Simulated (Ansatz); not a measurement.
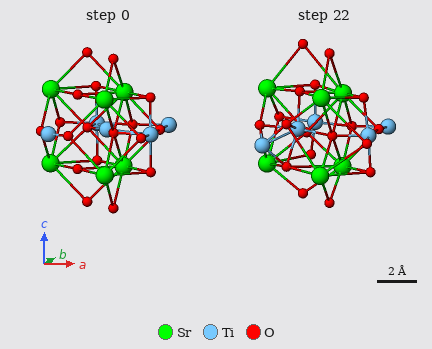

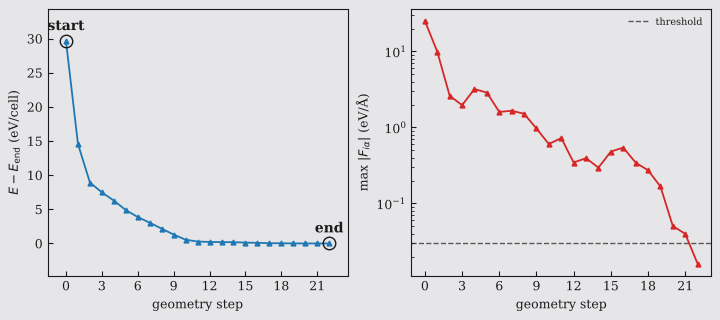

First and last geometry of a relaxation of a defect cell of composition Sr8Ti9O24 (cell charge +1), with the history of the run. The picture is a ball-and-stick view of the atoms within 4.2 Å of the atom that moves most (axes of the cell of the calculation (origin shifted)), seen slightly off an axis.

The atoms of the start lie slightly off their symmetric places, so part of the fall in energy undoes that.

Level of theory: Ansatz, DFT, PBEsol, PAW, plane waves.

Input file:
```yaml
crystal:
  lattice:
    - [7.782821, 0.000000, 0.000000]
    - [0.000000, 7.782821, 0.000000]
    - [0.000000, 0.000000, 7.782821]
  atoms:
    - { symbol: Sr, position: [0.994626, 0.000734, 0.001746] }
    - { symbol: Sr, position: [0.006613, 0.998285, 0.500506] }
    - { symbol: Sr, position: [0.998192, 0.500827, 0.002963] }
    - { symbol: Sr, position: [0.001006, 0.500180, 0.499094] }
    - { symbol: Sr, position: [0.501729, 0.000491, 0.997668] }
    - { symbol: Sr, position: [0.499975, 0.000693, 0.504622] }
    - { symbol: Sr, position: [0.499130, 0.500700, 0.000060] }
    - { symbol: Sr, position: [0.505293, 0.498630, 0.496533] }
    - { symbol: Ti, position: [0.090688, 0.090033, 0.249939], spin: 0.125 }
    - { symbol: Ti, position: [0.254270, 0.248461, 0.751128] }
    - { symbol: Ti, position: [0.251045, 0.751287, 0.250037] }
    - { symbol: Ti, position: [0.247372, 0.746332, 0.752120] }
    - { symbol: Ti, position: [0.750063, 0.248717, 0.248956] }
    - { symbol: Ti, position: [0.750856, 0.253233, 0.745803] }
    - { symbol: Ti, position: [0.745505, 0.748595, 0.253389] }
    - { symbol: Ti, position: [0.753054, 0.751532, 0.746973] }
    - { symbol: Ti, position: [0.409631, 0.407460, 0.253477], spin: 0.125 }
    - { symbol: O, position: [0.250256, 0.250313, 0.002124], spin: 0.125 }
    - { symbol: O, position: [0.250032, 0.251622, 0.500043], spin: 0.125 }
    - { symbol: O, position: [0.252411, 0.752157, 0.999541] }
    - { symbol: O, position: [0.244797, 0.751726, 0.497858] }
    - { symbol: O, position: [0.753168, 0.246756, 0.997303] }
    - { symbol: O, position: [0.750248, 0.247976, 0.496884] }
    - { symbol: O, position: [0.746479, 0.750070, 0.999466] }
    - { symbol: O, position: [0.749724, 0.750191, 0.498443] }
    - { symbol: O, position: [0.997715, 0.250768, 0.249282], spin: 0.125 }
    - { symbol: O, position: [0.002219, 0.250686, 0.752152] }
    - { symbol: O, position: [0.998822, 0.747778, 0.248466] }
    - { symbol: O, position: [0.996294, 0.743674, 0.748860] }
    - { symbol: O, position: [0.497406, 0.249703, 0.251266], spin: 0.125 }
    - { symbol: O, position: [0.496269, 0.246008, 0.747673] }
    - { symbol: O, position: [0.495403, 0.753322, 0.248553] }
    - { symbol: O, position: [0.500894, 0.751511, 0.751704] }
    - { symbol: O, position: [0.250134, 0.001935, 0.252824], spin: 0.125 }
    - { symbol: O, position: [0.248978, 0.004392, 0.752903] }
    - { symbol: O, position: [0.251584, 0.503027, 0.250752], spin: 0.125 }
    - { symbol: O, position: [0.249876, 0.501558, 0.753375] }
    - { symbol: O, position: [0.750540, 0.003169, 0.253751] }
    - { symbol: O, position: [0.749768, 0.998603, 0.745304] }
    - { symbol: O, position: [0.748156, 0.504441, 0.250783] }
    - { symbol: O, position: [0.750714, 0.497828, 0.752024] }
  symmetry: { detect: false }
kpoints:
  mp_grid: { grid: [1, 1, 1], shift: [0.25, 0.25, 0.25] }
hamiltonian:
  xc: pbesol
total_charge: 1
magnetization:
  spin_polarized: true
scf:
  occupations: { method: fermi_dirac, width: 0.01 }
relax:
  f_tol: 0.03
  max_steps: 80
  escape_saddle: false
  adjacent_minimum: "off"
output:
  forces: true
  eigenvalues: true
  populations: true
  charged_corrections: { epsilon: 300 }
```

Run as
```bash
ansatz run in.yaml --threads 7 --pin off --max-ram 13300MiB --runs-dir r --events-out ev --progress --plain
```

What do the curves and the structures tell?

Answer. It converged. The atom that moves furthest is Ti17 (1.54 Å along [−1 −1 0]). By element the largest moves are Ti 1.54 Å, Sr 0.77 Å, O 0.70 Å. The cell stays as it was. Among the contacts that change: Ti17–O26 3.430 → 2.018 Å, Ti17–O34 3.391 → 2.060 Å, Ti9–O20 3.507 → 2.251 Å, Sr7–Ti17 2.214 → 3.400 Å. New bonds form, among them: Ti17–O18 (2.62 → 2.05 Å), Ti17–O19 (2.59 → 1.94 Å), Ti17–O26 (3.43 → 2.02 Å), Ti17–O34 (3.39 → 2.06 Å). Bond angles that change, for instance: O30–Ti17–O36 150.2° → 93.0°, O26–Ti9–O34 149.0° → 93.9°, Ti13–Ti9–O34 176.0° → 126.5°. Over 22 geometry steps the energy falls by 29.638 eV per cell of the calculation. Largest force component: 25 eV/Å at the start, 0.016 eV/Å at the end. The program noted that the starting moments weren't kept.

Limits of the set-up: the periodic images lie only 7.8 Å apart, so the values are limited by the cell's size; the cell is charged, on a uniform background, and energies carry no finite-size correction.
